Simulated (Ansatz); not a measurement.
# CoO: one change and its effect

System: CoO (2 atoms in the cell).
Method of run 1: Kohn-Sham DFT of a periodic cell, PBE, Ansatz PAW, spin-polarised (Ansatz 0.2.0).

The structure derives from an entry of the Crystallography Open Database. Text and figures count atoms from 1; the logs count them from 0 in places.

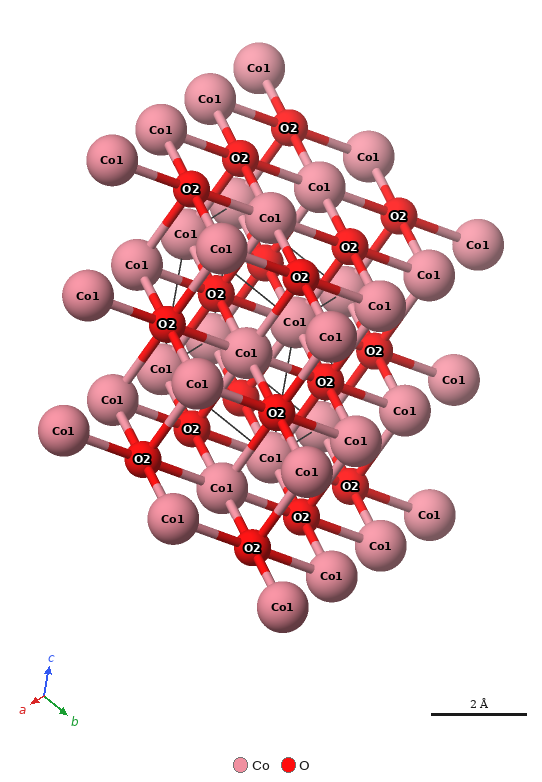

The structure as given in the input (ball-and-stick view of the cell of the calculation, repeated 3 × 2 × 2, seen slightly off an axis; atoms are numbered from 1 in the order of the input). An atom can appear more than once, as a periodic image.

## The input, run 1
```yaml
crystal:
  lattice:
    - [-1.50800044, 1.50800044, 2.10725036]
    - [1.50800044, -1.50800044, 2.10725036]
    - [1.50800044, 1.50800044, -2.10725036]
  atoms:
    - { symbol: Co, position: [0.0, 0.0, 0.0], spin: 1.71 }
    - { symbol: O, position: [0.5, 0.5, 0.0] }
hamiltonian:
  xc: pbe
  pseudopotentials: { kind: paw }
magnetization:
  spin_polarized: true
kpoints:
  mp_grid: { grid: [12, 12, 12] }
scf:
  occupations: { method: fermi_dirac, width: 0.05 }
output:
  forces: true
  stress: true
  eigenvalues: true
```

Command:
```bash
ansatz run input.yaml --threads 2 --pin off --max-ram 5632MiB --backend cpu --events-out ev --progress --plain --runs-dir out
```

Hardware: 2 threads of Arm Neoverse V1, 24 GiB of memory available, shared host.

## Output, shortened to warnings, some set-up lines, iterations and results (run 1)
```
Basis set: ecut = 420 eV, 339 PW (Γ), exchange–correlation on 48×48×48 points (8 copies of the dense FFT grid, shifted against one another)
Symmetry: 16 space group operations
k-points: 163 of 1728
Initial density: superposition of atomic densities (chi_scale 0.1, normalization cell, long waves kept (reshape's long-wave potential 0.00 eV rms))
[...]
SCF iter   1: F=—  HF=-5691.102819 eV  |F-HF|=—  |Δ(HF+E_count)|=         —  Δρ=1.39e-1 (↑1.39e-1 ↓8.55e-2)  dr2=6.16e0  dr2_m=4.10e-1  M=2.041 μB ∫|m|=2.041 μB  β_m=0.30  …
SCF iter   2: F=—  HF=-5691.839057 eV  |F-HF|=—  |Δ(HF+E_count)|=   7.36e-1  Δρ=1.03e-1 (↑1.03e-1 ↓7.64e-2)  dr2=5.84e-1  dr2_m=1.25e0  M=2.569 μB ∫|m|=2.569 μB  β_m=0.42  …
SCF iter   3: F=—  HF=-5692.176781 eV  |F-HF|=—  |Δ(HF+E_count)|=   3.38e-1  Δρ=9.84e-2 (↑7.26e-2 ↓9.84e-2)  dr2=1.66e-1  dr2_m=1.22e0  M=2.943 μB ∫|m|=2.945 μB  β_m=0.29  …
SCF iter   4: F=—  HF=-5691.946905 eV  |F-HF|=—  |Δ(HF+E_count)|=         —  Δρ=2.85e-2 (↑2.85e-2 ↓2.62e-2)  dr2=1.85e-1  dr2_m=7.36e-2  M=2.725 μB ∫|m|=2.731 μB  β_m=0.71  …
SCF iter   5: F=—  HF=-5692.114850 eV  |F-HF|=—  |Δ(HF+E_count)|=   1.68e-1  Δρ=5.33e-2 (↑2.57e-2 ↓5.33e-2)  dr2=4.52e-1  dr2_m=1.57e-1  M=2.973 μB ∫|m|=2.984 μB  β_m=0.43  …
[... 8 lines ...]
SCF iter  14: F=—  HF=-5692.116410 eV  |F-HF|=—  |Δ(HF+E_count)|=   5.88e-7  Δρ=1.48e-4 (↑5.98e-5 ↓1.48e-4)  dr2=4.57e-6  dr2_m=5.53e-7  M=2.916 μB ∫|m|=2.931 μB  β_m=0.64  …
SCF iter  15: F=—  HF=-5692.116409 eV  |F-HF|=—  |Δ(HF+E_count)|=   8.47e-7  Δρ=1.84e-5 (↑1.11e-5 ↓1.84e-5)  dr2=3.41e-8  dr2_m=1.78e-8  M=2.917 μB ∫|m|=2.932 μB  β_m=0.82  …
SCF iter  16: F=—  HF=-5692.116409 eV  |F-HF|=—  |Δ(HF+E_count)|=   6.88e-8  Δρ=3.03e-5 (↑2.48e-5 ↓3.03e-5)  dr2=1.53e-7  dr2_m=8.72e-8  M=2.917 μB ∫|m|=2.932 μB  β_m=0.82  …
SCF iter  17: F=-5692.116409 eV  HF=-5692.116409 eV  |F-HF|=2.83e-8  |Δ(HF+E_count)|=   1.50e-8  Δρ=1.85e-5 (↑9.67e-6 ↓1.85e-5)  dr2=3.54e-8  dr2_m=2.84e-8  M=2.917 μB …
SCF 1 converged in 17 iterations: F = -5692.116409 eV  dr2 = 3.54e-8
SCF converged after 17 iterations
Magnetization: 2.9168 μB (12.9584 up, 10.0416 down)
Absolute magnetization: 2.9318 μB (∫|ρ↑−ρ↓|, with the PAW one-centre terms)
Spin contamination: 0.0081 ħ² per cell (⟨S²⟩ above its minimum at these occupations)
Per-site moments (μB) at R_I (Å): [(2.4759140259334056, 0.8692407735000001), (0.31637445020450145, 0.8692407735000001)]
Free energy (F): -5692.116409 eV
Harris-Foulkes:  -5692.116409 eV  (|F-HF|=2.83e-8)
Internal energy: -5692.082610 eV  (E = F + TS)
E sigma→0 (E₀):  -5692.099510 eV
Entropy (-TS):   -0.033799 eV (-16.900 meV/atom)
Fermi energy:    14.056375 eV
--- Per-component energies (eV) ---
  E_band       = -302.008384
  E_kinetic    = 617.797042
  E_local      = -3421.739154  (includes V_loc(G=0)·N_el)
  E_nonlocal   = 514.275734
  E_hartree    = 1405.279188
  E_xc         = -228.712506
  E_vxc        = -293.937200  (∫ρ·V_xc dr)
  E_paw        = -1676.995803  (= ΣΔE_a)
  E_vpaw       = -528.973142  (= ΣTr[D̂ρ^β])
  E_aug_tail   = 0.002475  (compensation charges beyond the density's cutoff)
  E_ewald      = -2901.989586
  E_smearing   = -0.033799  (= −TS)
  E_closure    = 0.000000  (closes the sum)
  Σ components = -5692.116409   (vs F -5692.116409, Δ=0.00e0)
--- Forces (eV/Å), atoms counted from 1 ---
  atom   1  Co     0.00000000     0.00000000    -0.00000000
  atom   2  O      0.00000000     0.00000000     0.00000000
  max |Σ_I F_I| component: 3.94e-31 eV/Å
--- Stress (GPa, compression-positive) ---
       -0.037671       0.000000      -0.000000
        0.000000      -0.037671       0.000000
        0.000000       0.000000       0.118846
  P = ⅓ Tr σ = 0.0145 GPa (0.145 kbar)
```

The input of run 2 differs as follows (lines with − go, lines with + come):
```diff
-    - { symbol: Co, position: [0.0, 0.0, 0.0], spin: 1.71 }
+    - { symbol: Co, position: [0.0, 0.0, 0.0], spin: 3.5 }
```

What does this change do to the results?

The energy is the same within 0.01 meV per atom. The SCF takes 13 iterations against 17.

## Output, shortened to warnings, some set-up lines, iterations and results (run 2)
```
Warning: where an SCF of this run starts from atoms to list the orders of its open shells, Co (site 0, from 0) starts with 3.00 μB on its 3d shell, in the place of the 3.50 μB that the deck gives it: its open shells can hold no more by Hund's first rule. To start from spheres of the given moment, type scf.initial_density.shell_occupations: []
Basis set: ecut = 420 eV, 339 PW (Γ), exchange–correlation on 48×48×48 points (8 copies of the dense FFT grid, shifted against one another)
Symmetry: 16 space group operations
k-points: 163 of 1728
Initial density: superposition of atomic densities (chi_scale 0.1, normalization cell, long waves kept (reshape's long-wave potential 0.00 eV rms))
[...]
SCF iter   1: F=—  HF=-5691.371791 eV  |F-HF|=—  |Δ(HF+E_count)|=         —  Δρ=1.69e-1 (↑4.45e-2 ↓1.69e-1)  dr2=5.62e0  dr2_m=9.13e-1  M=2.252 μB ∫|m|=2.252 μB  β_m=0.30  …
SCF iter   2: F=—  HF=-5691.825677 eV  |F-HF|=—  |Δ(HF+E_count)|=   4.54e-1  Δρ=4.67e-2 (↑3.08e-2 ↓4.67e-2)  dr2=5.17e-1  dr2_m=1.05e-1  M=2.774 μB ∫|m|=2.775 μB  β_m=0.34  …
SCF iter   3: F=—  HF=-5692.022162 eV  |F-HF|=—  |Δ(HF+E_count)|=   1.96e-1  Δρ=3.17e-2 (↑2.28e-2 ↓3.17e-2)  dr2=6.93e-2  dr2_m=8.31e-2  M=2.903 μB ∫|m|=2.906 μB  β_m=0.63  …
SCF iter   4: F=—  HF=-5692.089480 eV  |F-HF|=—  |Δ(HF+E_count)|=         —  Δρ=7.21e-3 (↑7.17e-3 ↓7.21e-3)  dr2=5.26e-3  dr2_m=7.01e-3  M=2.888 μB ∫|m|=2.897 μB  β_m=0.63  …
SCF iter   5: F=—  HF=-5692.110822 eV  |F-HF|=—  |Δ(HF+E_count)|=   2.13e-2  Δρ=8.84e-3 (↑5.39e-3 ↓8.84e-3)  dr2=1.33e-2  dr2_m=3.95e-3  M=2.922 μB ∫|m|=2.935 μB  β_m=0.63  …
SCF iter   6: F=—  HF=-5692.115793 eV  |F-HF|=—  |Δ(HF+E_count)|=   4.97e-3  Δρ=4.10e-3 (↑2.76e-3 ↓4.10e-3)  dr2=4.12e-3  dr2_m=5.54e-4  M=2.898 μB ∫|m|=2.911 μB  β_m=0.57  …
SCF iter   7: F=—  HF=-5692.116185 eV  |F-HF|=—  |Δ(HF+E_count)|=   3.93e-4  Δρ=9.23e-4 (↑9.23e-4 ↓7.67e-4)  dr2=4.73e-5  dr2_m=1.03e-4  M=2.912 μB ∫|m|=2.926 μB  β_m=0.74  …
SCF iter   8: F=—  HF=-5692.116373 eV  |F-HF|=—  |Δ(HF+E_count)|=   1.88e-4  Δρ=5.58e-4 (↑2.26e-4 ↓5.58e-4)  dr2=1.35e-5  dr2_m=2.16e-5  M=2.915 μB ∫|m|=2.930 μB  β_m=0.81  …
SCF iter   9: F=—  HF=-5692.116401 eV  |F-HF|=—  |Δ(HF+E_count)|=   2.73e-5  Δρ=2.37e-4 (↑2.12e-4 ↓2.37e-4)  dr2=4.69e-6  dr2_m=5.53e-6  M=2.916 μB ∫|m|=2.931 μB  β_m=0.91  …
SCF iter  10: F=—  HF=-5692.116409 eV  |F-HF|=—  |Δ(HF+E_count)|=   7.85e-6  Δρ=2.23e-4 (↑2.23e-4 ↓1.60e-4)  dr2=3.87e-6  dr2_m=5.31e-6  M=2.917 μB ∫|m|=2.932 μB  β_m=0.95  …
SCF iter  11: F=—  HF=-5692.116408 eV  |F-HF|=—  |Δ(HF+E_count)|=   5.33e-7  Δρ=1.12e-4 (↑4.19e-5 ↓1.12e-4)  dr2=1.32e-6  dr2_m=6.36e-7  M=2.917 μB ∫|m|=2.932 μB  β_m=0.98  …
SCF iter  12: F=—  HF=-5692.116409 eV  |F-HF|=—  |Δ(HF+E_count)|=   1.23e-6  Δρ=1.37e-5 (↑1.11e-5 ↓1.37e-5)  dr2=2.43e-8  dr2_m=1.91e-8  M=2.917 μB ∫|m|=2.932 μB  β_m=0.87  …
SCF iter  13: F=-5692.116409 eV  HF=-5692.116409 eV  |F-HF|=1.53e-9  |Δ(HF+E_count)|=   3.55e-9  Δρ=1.71e-5 (↑2.78e-6 ↓1.71e-5)  dr2=1.07e-8  dr2_m=1.42e-8  M=2.917 μB …
SCF 1 converged in 13 iterations: F = -5692.116409 eV  dr2 = 1.07e-8
SCF converged after 13 iterations
Magnetization: 2.9168 μB (12.9584 up, 10.0416 down)
Absolute magnetization: 2.9318 μB (∫|ρ↑−ρ↓|, with the PAW one-centre terms)
Spin contamination: 0.0081 ħ² per cell (⟨S²⟩ above its minimum at these occupations)
Per-site moments (μB) at R_I (Å): [(2.475878126653322, 0.8692407735000001), (0.3163786921730549, 0.8692407735000001)]
Free energy (F): -5692.116409 eV
Harris-Foulkes:  -5692.116409 eV  (|F-HF|=1.53e-9)
Internal energy: -5692.082609 eV  (E = F + TS)
E sigma→0 (E₀):  -5692.099509 eV
Entropy (-TS):   -0.033800 eV (-16.900 meV/atom)
Fermi energy:    14.056324 eV
--- Per-component energies (eV) ---
  E_band       = -302.009146
  E_kinetic    = 617.796183
  E_local      = -3421.745034  (includes V_loc(G=0)·N_el)
  E_nonlocal   = 514.277494
  E_hartree    = 1405.284671
  E_xc         = -228.712217
  E_vxc        = -293.936832  (∫ρ·V_xc dr)
  E_paw        = -1676.996595  (= ΣΔE_a)
  E_vpaw       = -528.973935  (= ΣTr[D̂ρ^β])
  E_aug_tail   = 0.002475  (compensation charges beyond the density's cutoff)
  E_ewald      = -2901.989586
  E_smearing   = -0.033800  (= −TS)
  E_closure    = 0.000000  (closes the sum)
  Σ components = -5692.116409   (vs F -5692.116409, Δ=0.00e0)
--- Forces (eV/Å), atoms counted from 1 ---
  atom   1  Co     0.00000000     0.00000000     0.00000000
  atom   2  O      0.00000000     0.00000000    -0.00000000
  max |Σ_I F_I| component: 2.76e-30 eV/Å
--- Stress (GPa, compression-positive) ---
       -0.037461       0.000000       0.000000
        0.000000      -0.037461       0.000000
       -0.000000       0.000000       0.120983
  P = ⅓ Tr σ = 0.0154 GPa (0.154 kbar)
```

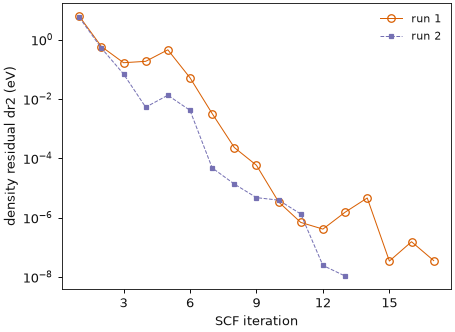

Convergence of the two runs: density residual dr2 against the SCF iteration. Run 1 takes 17 iterations in all, and run 2 takes 13.

## The two runs side by side

| quantity | run 1 | run 2 |
| --- | --- | --- |
| outcome | converged | converged |
| free energy per atom (eV) | −2846.0582 | −2846.0582 |
| energy per atom, smearing taken to zero (eV) | −2846.0498 | −2846.0498 |
| gap on the mesh (eV) | 0.00 | 0.00 |
| net moment of the cell (μB) | 2.92 | 2.92 |
| absolute moment of the cell (μB) | 2.93 | 2.93 |
| pressure (GPa) | 0.01 | 0.02 |
| largest force (eV/Å) | 0.000 | 0.000 |
| SCF iterations | 17 | 13 |
| irreducible k-points | 163 | 163 |
| plane waves at Γ | 339 | 339 |
| wall time (shared host) | 7.6 s | 6.7 s |
